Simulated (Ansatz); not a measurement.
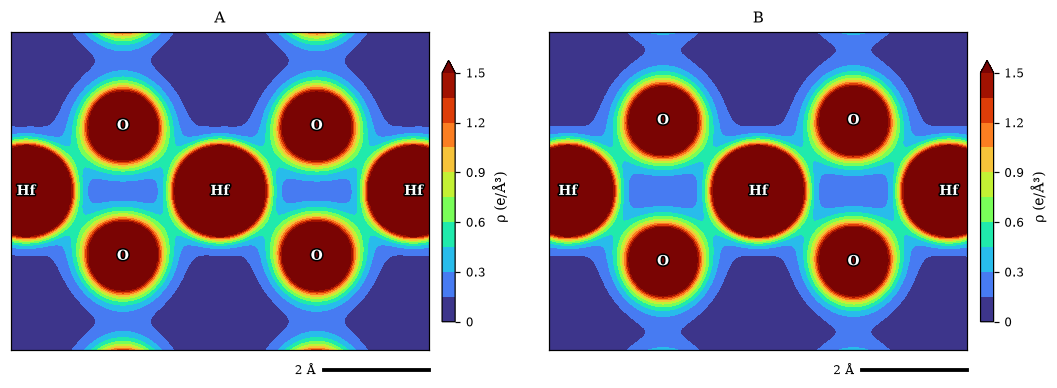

HfO₂. The valence charge density (pseudo) of two cells that differ in size and shape, on the (011̄) plane of each (indices in the axes of the calculation cell), at one length scale and on one colour scale; one has 11.2 and the other 11.7 Å³ an atom.

These are results of DFT PBEsol, scalar-relativistic, plane waves, PAW in Ansatz 0.2.0, not measurements.

Core electrons are frozen (PAW), and the valence fields are smoothed inside the atomic spheres.

Which panel shows the smaller cell, and what does the compression change?

Panel A is the smaller cell, by 4 % in volume. From the larger cell to the smaller, Hf–O goes from 2.26 to 2.22 Å, and the density at its midpoint from 0.5 to 0.54 e/Å³; the pressure goes from −20 to −11 GPa.
